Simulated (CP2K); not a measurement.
## Geometry relaxation of BaTiO3 (part 2 of 4)

Continued. System: BaTiO3 (P4mm, 5 atoms in the cell). Method: DFT, PBE, Gaussian and plane waves, basis SZV-MOLOPT-SR-GTH, GTH potentials (CP2K 2026.2); 5×5×5 k-mesh. The structure derives from an entry of the Crystallography Open Database. The geometry comes from this level: r2SCAN.

Geometry of the input (Å; fractional positions):
```
3.9724  0.0000  0.0000
0.0000  3.9724  0.0000
-0.0000  0.0000  4.1122
Ba 0.0000  0.0000  -0.0044
Ti 0.5000  0.5000  0.4775
O  0.5000  0.5000  0.0345
O  0.5000  0.0000  0.5176
O  0.0000  0.5000  0.5176
```

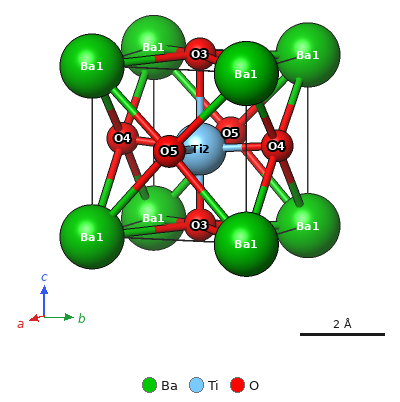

**Figure 1.** The structure as given in the input (ball-and-stick view of the cell of the calculation, seen slightly off an axis; atoms are numbered from 1 in the order of the input).

## Log, continued
```
  ------------------------------------------------------------------------------
     1 Broy./Diag. 0.30E+00    1.5     1.94263051      -132.5629687708 -1.33E+02
     2 Broy./Diag. 0.30E+00    2.4     0.32074386      -128.4499665414  4.11E+00
     3 Broy./Diag. 0.30E+00    2.4     0.05301535      -130.0916816200 -1.64E+00
     4 Broy./Diag. 0.30E+00    2.2     0.11842639      -131.5829026387 -1.49E+00
     5 Broy./Diag. 0.30E+00    1.9     0.04835562      -131.9306520091 -3.48E-01
     6 Broy./Diag. 0.30E+00    3.6     0.02793394      -131.8981694007  3.25E-02
     7 Broy./Diag. 0.30E+00    3.1     0.01951258      -131.8360648932  6.21E-02
     8 Broy./Diag. 0.30E+00    2.5     0.00114370      -131.8250276270  1.10E-02
     9 Broy./Diag. 0.30E+00    2.5     0.00005682      -131.8252261428 -1.99E-04
    10 Broy./Diag. 0.30E+00    3.4     0.00012527      -131.8251199842  1.06E-04
    11 Broy./Diag. 0.30E+00    2.2     0.00001192      -131.8252110736 -9.11E-05
    12 Broy./Diag. 0.30E+00    2.0     0.00002603      -131.8248905813  3.20E-04
    13 Broy./Diag. 0.30E+00    1.6     0.00000325      -131.8247384754  1.52E-04
    14 Broy./Diag. 0.30E+00    1.8     0.00000126      -131.8247224789  1.60E-05
    15 Broy./Diag. 0.30E+00    2.0     0.00000029      -131.8247167881  5.69E-06

  *** SCF run converged in    15 steps ***

  Electronic density on regular grids:        -39.9999999921        0.0000000079
  Core density on regular grids:               39.9999999978       -0.0000000022
  Total charge density on r-space grids:        0.0000000056
  Total charge density g-space grids:           0.0000000056

  Overlap energy of the core charge distribution:               0.00000000000042
  Self energy of the core charge distribution:               -283.71747647941447
  Core Hamiltonian energy:                                     76.65478249389994
  Hartree energy:                                              97.57838613729793
  Exchange-correlation energy:                                -22.34040893986306
  Electronic entropic energy:                                  -0.00000000000033
  Fermi energy:                                                 0.43315102297892

  Total energy:                                              -131.82471678807960
  Total energy (extrapolated to T->0):                       -131.82471678807943

 ENERGY| Total FORCE_EVAL ( QS ) energy [hartree]           -131.824721905340397

 FORCES| Atomic forces [hartree/bohr]
 FORCES|   Atom     x               y               z               |f|
 FORCES|      1  2.77358208E-09  2.77368508E-09  4.56314814E-03   4.56314814E-03
 FORCES|      2 -3.67679854E-10 -3.69243942E-10 -2.95750226E-04   2.95750226E-04
 FORCES|      3 -4.36696840E-10 -4.28502503E-10  3.62034604E-03   3.62034604E-03
 FORCES|      4 -3.69497086E-10  1.18917162E-09 -6.77737709E-04   6.77737709E-04
 FORCES|      5  1.17728207E-09 -3.85937881E-10 -6.77739054E-04   6.77739054E-04
 FORCES| Sum     2.77699037E-09  2.77917237E-09  6.53226719E-03
 FORCES| Total atomic force                                       6.53226719E-03

 STRESS| Analytical stress tensor [bar]
 STRESS|                        x                   y                   z
 STRESS|      x        1.24391759884E+05   1.71993081086E-03  -9.84419809150E-04
 STRESS|      y        1.71993081086E-03   1.24391773007E+05  -9.86781751746E-04
 STRESS|      z       -9.84419809150E-04  -9.86781751746E-04   1.34247152537E+05
 STRESS| 1/3 Trace                                             1.27676895143E+05
 STRESS| Determinant                                           2.07724801717E+15

 STRESS| Eigenvectors and eigenvalues of the analytical stress tensor [bar]
 STRESS|                        1                   2                   3
 STRESS| Eigenvalues   1.24391759662E+05   1.24391773229E+05   1.34247152537E+05
 STRESS|      x           0.991796455512      0.127827191290     -0.000000099886
 STRESS|      y          -0.127827191290      0.991796455512     -0.000000100126
 STRESS|      z           0.000000086268      0.000000112073      1.000000000000

 SPGR STRESS| Symmetrized stress tensor [GPa]
 SPGR STRESS|                        x                   y                   z
 SPGR STRESS|      x        1.24391766445E+01   0.00000000000E+00   0.00000000000E+00
 SPGR STRESS|      y        0.00000000000E+00   1.24391766445E+01   0.00000000000E+00
 SPGR STRESS|      z        0.00000000000E+00   0.00000000000E+00   1.34247152537E+01
 SPGR STRESS| 1/3 Trace                                             1.27676895143E+01
 SPGR STRESS| Determinant                                           2.07724801717E+03

 SPGR STRESS| Eigenvectors and eigenvalues of the symmetrized stress tensor [GPa]
 SPGR STRESS|                        1                   2                   3
 SPGR STRESS| Eigenvalues   1.24391766445E+01   1.24391766445E+01   1.34247152537E+01
 SPGR STRESS|      x           1.000000000000      0.000000000000      0.000000000000
 SPGR STRESS|      y           0.000000000000      1.000000000000      0.000000000000
 SPGR STRESS|      z           0.000000000000      0.000000000000      1.000000000000

 OPT| **************************************************************************
 OPT| Step number                                                              1
 OPT| Optimization method                                                   BFGS
 OPT| Total energy [hartree]                                     -131.8247219053
 OPT| Internal pressure [bar]                                  127676.8951426099
 OPT| Effective energy change [hartree]                            -0.0024964299
 OPT| Predicted energy change [hartree]                            -0.0013546748
 OPT| Scaling factor                                                0.0000000000
 OPT| Step size                                                     0.0305491346
 OPT| Trust radius                                                  0.4724315332
 OPT| Decrease in energy                                                     YES
 OPT| Used time [s]                                                       38.496
 OPT|
 OPT| Maximum step size                                             0.0305491346
 OPT| Convergence limit for maximum step size                       0.0030000000
 OPT| Maximum step size is converged                                          NO
 OPT|
 OPT| RMS step size                                                 0.0113585496
 OPT| Convergence limit for RMS step size                           0.0015000000
 OPT| RMS step size is converged                                              NO
 OPT|
 OPT| Maximum gradient                                              0.0259148915
 OPT| Convergence limit for maximum gradient                        0.0003000000
 OPT| Maximum gradient is converged                                           NO
 OPT|
 OPT| RMS gradient                                                  0.0096166467
 OPT| Convergence limit for RMS gradient                            0.0003000000
 OPT| RMS gradient is converged                                               NO
 OPT|
 OPT| Pressure deviation [bar]                                 127676.8951426099
 OPT| Pressure tolerance [bar]                                    300.0000000000
 OPT| Pressure is converged                                                   NO
 OPT| **************************************************************************
 OPT| Estimated peak process memory after this step [MiB]                    295

 --------------------------
 OPTIMIZATION STEP:      2
 --------------------------

 CELL| Volume [angstrom^3]:                                            70.074075
 CELL| Vector a [angstrom]:       4.075     0.000     0.000   |a| =     4.075256
 CELL| Vector b [angstrom]:       0.000     4.075     0.000   |b| =     4.075256
 CELL| Vector c [angstrom]:       0.000     0.000     4.219   |c| =     4.219370
 CELL| Angle (b,c), alpha [degree]:                                    90.000000
 CELL| Angle (a,c), beta  [degree]:                                    90.000000
 CELL| Angle (a,b), gamma [degree]:                                    90.000000
 CELL| Numerically orthorhombic:                                             YES
 CELL| Periodicity                                                           XYZ

 Extrapolation method: initial_guess

 Number of electrons:                                                         40
 Number of occupied orbitals:                                                 20
 Number of molecular orbitals:                                                27

 Number of orbital functions:                                                 27
 Number of independent orbital functions:                                     27

 SCF WAVEFUNCTION OPTIMIZATION

  ------------------------------------------------------------------------------
     1 NoMix/Diag. 0.30E+00    1.7     1.94124153      -132.3845035258 -1.32E+02
     2 Broy./Diag. 0.30E+00    1.8     0.35189559      -128.5435884367  3.84E+00
     3 Broy./Diag. 0.30E+00    1.5     0.04846829      -130.1283500116 -1.58E+00
     4 Broy./Diag. 0.30E+00    1.6     0.12381969      -131.5181213399 -1.39E+00
     5 Broy./Diag. 0.30E+00    2.3     0.02268599      -131.9353144254 -4.17E-01
     6 Broy./Diag. 0.30E+00    4.0     0.01611585      -131.8256454950  1.10E-01
     7 Broy./Diag. 0.30E+00    2.3     0.01390679      -131.8254942248  1.51E-04
     8 Broy./Diag. 0.30E+00    1.9     0.00087011      -131.8319221749 -6.43E-03
     9 Broy./Diag. 0.30E+00    1.5     0.00010428      -131.8322704224 -3.48E-04
    10 Broy./Diag. 0.30E+00    2.6     0.00014619      -131.8323371894 -6.68E-05
    11 Broy./Diag. 0.30E+00    2.2     0.00005213      -131.8322216921  1.15E-04
    12 Broy./Diag. 0.30E+00    2.8     0.00000935      -131.8319541712  2.68E-04
    13 Broy./Diag. 0.30E+00    2.2     0.00000392      -131.8317473044  2.07E-04
    14 Broy./Diag. 0.30E+00    1.9     0.00000195      -131.8317165865  3.07E-05
    15 Broy./Diag. 0.30E+00    2.0     0.00000019      -131.8317166571 -7.06E-08

  *** SCF run converged in    15 steps ***

  Electronic density on regular grids:        -39.9999999972        0.0000000028
  Core density on regular grids:               39.9999999978       -0.0000000022
  Total charge density on r-space grids:        0.0000000007
  Total charge density g-space grids:           0.0000000007

  Overlap energy of the core charge distribution:               0.00000000000017
  Self energy of the core charge distribution:               -283.71747647941447
  Core Hamiltonian energy:                                     76.25719311187433
  Hartree energy:                                              97.86903338642264
  Exchange-correlation energy:                                -22.24046667601583
  Electronic entropic energy:                                  -0.00000000000000
  Fermi energy:                                                 0.40906421193743

  Total energy:                                              -131.83171665713317
  Total energy (extrapolated to T->0):                       -131.83171665713317

 ENERGY| Total FORCE_EVAL ( QS ) energy [hartree]           -131.831719312779427

 FORCES| Atomic forces [hartree/bohr]
 FORCES|   Atom     x               y               z               |f|
 FORCES|      1 -8.41799442E-10 -8.41830939E-10  6.32560676E-04   6.32560676E-04
 FORCES|      2 -7.92955175E-10 -7.93066635E-10 -8.95417945E-03   8.95417945E-03
 FORCES|      3 -2.67717306E-10 -2.67694010E-10  1.08809282E-02   1.08809282E-02
 FORCES|      4 -2.70610143E-10  8.15421543E-10  1.01950352E-03   1.01950352E-03
 FORCES|      5  8.15410733E-10 -2.70491627E-10  1.01950213E-03   1.01950213E-03
 FORCES| Sum    -1.35767133E-09 -1.35766167E-09  4.59831510E-03
 FORCES| Total atomic force                                       4.59831510E-03

 STRESS| Analytical stress tensor [bar]
 STRESS|                        x                   y                   z
 STRESS|      x        1.06205603725E+04  -1.01053125768E-04  -7.29062414165E-05
 STRESS|      y       -1.01053125768E-04   1.06205627126E+04  -7.28954916808E-05
 STRESS|      z       -7.29062414165E-05  -7.28954916808E-05   2.68220519414E+04
 STRESS| 1/3 Trace                                             1.60210583422E+04
 STRESS| Determinant                                           3.02542895445E+12

 STRESS| Eigenvectors and eigenvalues of the analytical stress tensor [bar]
 STRESS|                        1                   2                   3
 STRESS| Eigenvalues   1.06205603682E+04   1.06205627170E+04   2.68220519414E+04
 STRESS|      x           0.999072373920     -0.043062648187     -0.000000004500
 STRESS|      y           0.043062648187      0.999072373920     -0.000000004499
 STRESS|      z           0.000000004690      0.000000004301      1.000000000000

 SPGR STRESS| Symmetrized stress tensor [GPa]
 SPGR STRESS|                        x                   y                   z
 SPGR STRESS|      x        1.06205615426E+00   0.00000000000E+00   0.00000000000E+00
 SPGR STRESS|      y        0.00000000000E+00   1.06205615426E+00   1.85672681694E-25
 SPGR STRESS|      z        0.00000000000E+00   1.85672681694E-25   2.68220519414E+00
 SPGR STRESS| 1/3 Trace                                             1.60210583422E+00
 SPGR STRESS| Determinant                                           3.02542895445E+00

 SPGR STRESS| Eigenvectors and eigenvalues of the symmetrized stress tensor [GPa]
 SPGR STRESS|                        1                   2                   3
 SPGR STRESS| Eigenvalues   1.06205615426E+00   1.06205615426E+00   2.68220519414E+00
 SPGR STRESS|      x           1.000000000000      0.000000000000      0.000000000000
 SPGR STRESS|      y           0.000000000000      1.000000000000      0.000000000000
 SPGR STRESS|      z           0.000000000000      0.000000000000      1.000000000000

 OPT| **************************************************************************
 OPT| Step number                                                              2
 OPT| Optimization method                                                   BFGS
 OPT| Total energy [hartree]                                     -131.8317193128
 OPT| Internal pressure [bar]                                   16021.0583421740
 OPT| Effective energy change [hartree]                            -0.0069974074
 OPT| Predicted energy change [hartree]                            -0.0064
[...]

 CELL| Numerically orthorhombic:                                             YES
 CELL| Periodicity                                                           XYZ

 Extrapolation method: initial_guess

 Number of electrons:                                                         40
 Number of occupied orbitals:                                                 20
 Number of molecular orbitals:                                                27

 Number of orbital functions:                                                 27
 Number of independent orbital functions:                                     27

 SCF WAVEFUNCTION OPTIMIZATION

  ------------------------------------------------------------------------------
     1 Broy./Diag. 0.30E+00    1.6     1.94673699      -132.2995424255 -1.32E+02
     2 Broy./Diag. 0.30E+00    1.5     0.34297209      -128.5130695277  3.79E+00
     3 Broy./Diag. 0.30E+00    1.8     0.05133081      -130.1127782417 -1.60E+00
     4 Broy./Diag. 0.30E+00    1.7     0.13308795      -131.4734854749 -1.36E+00
     5 Broy./Diag. 0.30E+00    1.7     0.02841495      -131.9400211132 -4.67E-01
     6 Broy./Diag. 0.30E+00    1.6     0.02139413      -131.8317472224  1.08E-01
     7 Broy./Diag. 0.30E+00    1.6     0.01772835      -131.8276453788  4.10E-03
     8 Broy./Diag. 0.30E+00    1.6     0.00093162      -131.8348486640 -7.20E-03
     9 Broy./Diag. 0.30E+00    1.3     0.00016698      -131.8355840574 -7.35E-04
    10 Broy./Diag. 0.30E+00    1.5     0.00020298      -131.8358793506 -2.95E-04
    11 Broy./Diag. 0.30E+00    1.7     0.00009163      -131.8358454026  3.39E-05
    12 Broy./Diag. 0.30E+00    2.3     0.00001566      -131.8354527583  3.93E-04
    13 Broy./Diag. 0.30E+00    2.6     0.00000866      -131.8350882784  3.64E-04
    14 Broy./Diag. 0.30E+00    1.4     0.00000311      -131.8350388244  4.95E-05
    15 Broy./Diag. 0.30E+00    1.8     0.00000042      -131.8350394400 -6.16E-07

  *** SCF run converged in    15 steps ***

  Electronic density on regular grids:        -39.9999999961        0.0000000039
  Core density on regular grids:               39.9999999978       -0.0000000022
  Total charge density on r-space grids:        0.0000000018
  Total charge density g-space grids:           0.0000000018

  Overlap energy of the core charge distribution:               0.00000000000113
  Self energy of the core charge distribution:               -283.71747647941447
  Core Hamiltonian energy:                                     76.13343888031794
  Hartree energy:                                              97.96258356299744
  Exchange-correlation energy:                                -22.21358540394312
  Electronic entropic energy:                                  -0.00000000000002
  Fermi energy:                                                 0.40634288478919

  Total energy:                                              -131.83503944004110
  Total energy (extrapolated to T->0):                       -131.83503944004110

 ENERGY| Total FORCE_EVAL ( QS ) energy [hartree]           -131.835049311155416

 FORCES| Atomic forces [hartree/bohr]
 FORCES|   Atom     x               y               z               |f|
 FORCES|      1 -1.48730898E-09 -1.48731407E-09 -1.27028536E-04   1.27028536E-04
 FORCES|      2  1.18448914E-09  1.18472764E-09 -6.60772101E-04   6.60772101E-04
 FORCES|      3  1.03241141E-10  1.03254671E-10  2.44810273E-04   2.44810273E-04
 FORCES|      4 -1.46925228E-10  7.67680596E-10  1.63447370E-04   1.63447370E-04
 FORCES|      5  7.67719949E-10 -1.47132408E-10  1.63450078E-04   1.63450078E-04
 FORCES| Sum     4.21216018E-10  4.21216432E-10 -2.16092915E-04
 FORCES| Total atomic force                                       2.16092915E-04

 STRESS| Analytical stress tensor [bar]
 STRESS|                        x                   y                   z
 STRESS|      x        1.61227501253E+03  -2.81110965728E-04   1.69026349232E-04
 STRESS|      y       -2.81110965728E-04   1.61227847462E+03   1.68984967623E-04
 STRESS|      z        1.69026349232E-04   1.68984967623E-04  -4.30362972126E+02
 STRESS| 1/3 Trace                                             9.31396838341E+02
 STRESS| Determinant                                          -1.11870113100E+09

 STRESS| Eigenvectors and eigenvalues of the analytical stress tensor [bar]
 STRESS|                        1                   2                   3
 STRESS| Eigenvalues  -4.30362972126E+02   1.61227498985E+03   1.61227849730E+03
 STRESS|      x          -0.000000082749      0.996762106312     -0.080407110508
 STRESS|      y          -0.000000082729      0.080407110508      0.996762106312
 STRESS|      z           1.000000000000      0.000000089133      0.000000075807
```
